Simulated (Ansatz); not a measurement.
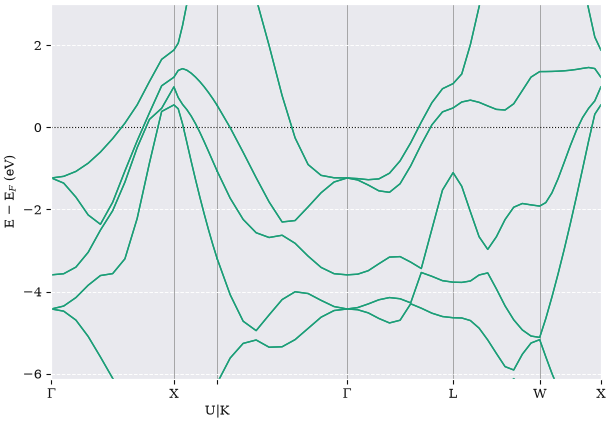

Band structure of Ir, space group Fm-3m, 1 atom in the cell, fcc type. Method: DFT PBE, spin-orbit coupling, plane waves, PAW, 12×12×12 k mesh, 420 eV cutoff, Gaussian smearing of 0.05 eV (Ansatz). Energies are counted from the Fermi level.

A metal: 8 spinor bands cross the Fermi level along this path (the two partners of a degenerate pair count as two). Bands cross the Fermi level on Γ–X, X–U, K–Γ, Γ–L and W–X, and not on L–W.

The cell is at 9 GPa in this functional.
